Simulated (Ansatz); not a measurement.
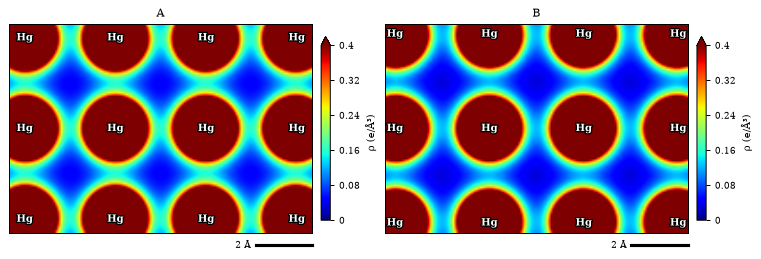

Hg. The valence charge density (pseudo) of two cells that differ in size, on the (101) plane of each (indices in the axes of the calculation cell), at one length scale and on one colour scale: B has 26.4 Å³ an atom and A 23.4.

The calculation used Ansatz, DFT PBE+D3(BJ), scalar-relativistic, plane waves, PAW.

**What does the compression do to the bonding and the properties?**

From the larger cell to the smaller, Hg–Hg goes from 3.34 to 3.21 Å, and the density at its midpoint from 0.12 to 0.16 e/Å³; the pressure goes from −0.9 to 1.7 GPa.
